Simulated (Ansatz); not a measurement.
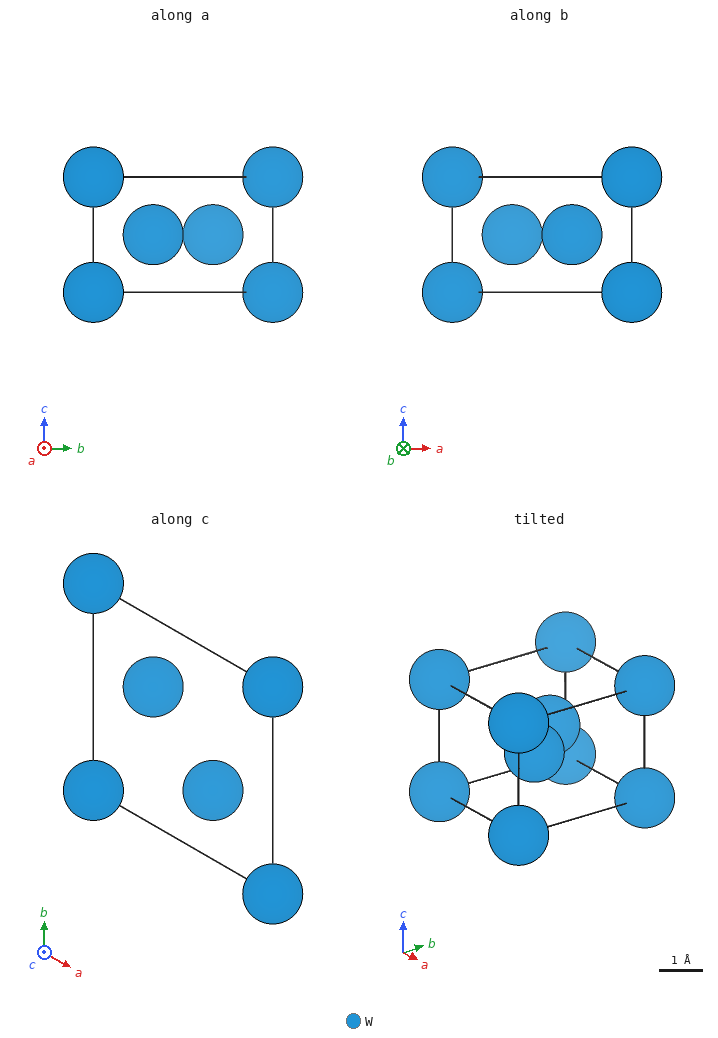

Drawn in the spheres-only manner and seen along the a axis, along the b axis, along the c axis and slightly off an axis. One conventional unit cell is framed, with atoms on its boundary repeated.

Lattice parameters: a = 4.8236 Å, b = 4.8236 Å, c = 2.6860 Å, α = 90.000°, β = 90.000°, γ = 120.000°.

Q: Transcribe the picture into a CIF with its space group and independent sites.

A:
```cif
data_structure
_symmetry_space_group_name_H-M 'P 6/m m m'
_symmetry_Int_Tables_number 191
_cell_length_a 4.8236
_cell_length_b 4.8236
_cell_length_c 2.6860
_cell_angle_alpha 90.000
_cell_angle_beta 90.000
_cell_angle_gamma 120.000
_cell_volume 54.12
loop_
_atom_site_label
_atom_site_type_symbol
_atom_site_symmetry_multiplicity
_atom_site_Wyckoff_symbol
_atom_site_fract_x
_atom_site_fract_y
_atom_site_fract_z
_atom_site_occupancy
W1 W 1 a 0.0000 0.0000 0.0000 1
W2 W 2 d 0.3333 0.6667 0.5000 1
```

Provenance: a structure type filled with this element by a generator (whether the element takes this form wasn't checked). Earlier steps of the study may have refined or changed the cell and positions. It was the input of a calculation with Ansatz.

At this level of theory the cell isn't at rest (stretched, at -18 GPa), so its distances can differ from those at equilibrium, the more so the softer the solid.
